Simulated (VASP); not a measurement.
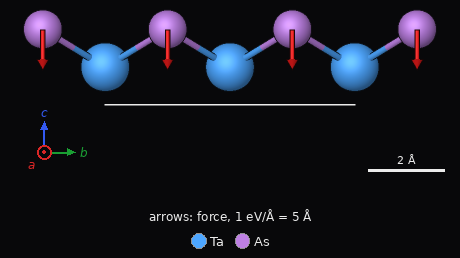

Starting geometry of a free-standing layer of TaAs (a generated structure, set up in P4mm) with the computed forces as red arrows. A ball-and-stick model of the 2 × 2 repeat of the cell, outlined in the plane, without the vacuum, seen along the a axis.

The run lets the atoms move in a fixed cell. 1 atoms are held fixed.

Computed with VASP 6.6.1, Kohn-Sham DFT of a periodic cell, PBEsol, VASP PAW PBE potentials, recommended.

Input
```
SYSTEM = TaAs
  ALGO = Normal
  DIPOL = 0.5 0.5 0.291
  EDIFF = 1E-7
  EDIFFG = -0.02
  ENCUT = 520
  GGA = PS
  IBRION = 2
  IDIPOL = 3
  ISIF = 2
  ISMEAR = 0
  LASPH = .True.
  LCHARG = .False.
  LDIPOL = .True.
  LREAL = .False.
  LWAVE = .False.
  NELM = 80
  NSW = 40
  PREC = Accurate
  SIGMA = 0.05
```

Command:
```bash
cat potpaw_PBE.64/Ta_pv/POTCAR potpaw_PBE.64/As/POTCAR > POTCAR
mpirun -np 1 vasp_std > vasp.out
```

What follows when this structure is relaxed?

Answer. It isn't relaxed: the largest force vector, on the As atom, is 0.22 eV/Å. The atoms end up moving mostly along the starting forces (cosine between the two patterns 1.00). After 3 geometry steps the energy has fallen by 2.7 meV per atom. Largest force component: 0.22 eV/Å at the start, 0.00024 eV/Å at the end. The atom that moves furthest is the As atom (0.049 Å along the normal (−c)). Ta stays in place. The cell stays as it was. Some distances before and after: As–Ta 2.559 → 2.540 Å. Bond angles that change, for instance: As–Ta–As 133.6° → 135.6°, Ta–As–Ta 133.6° → 135.6°.
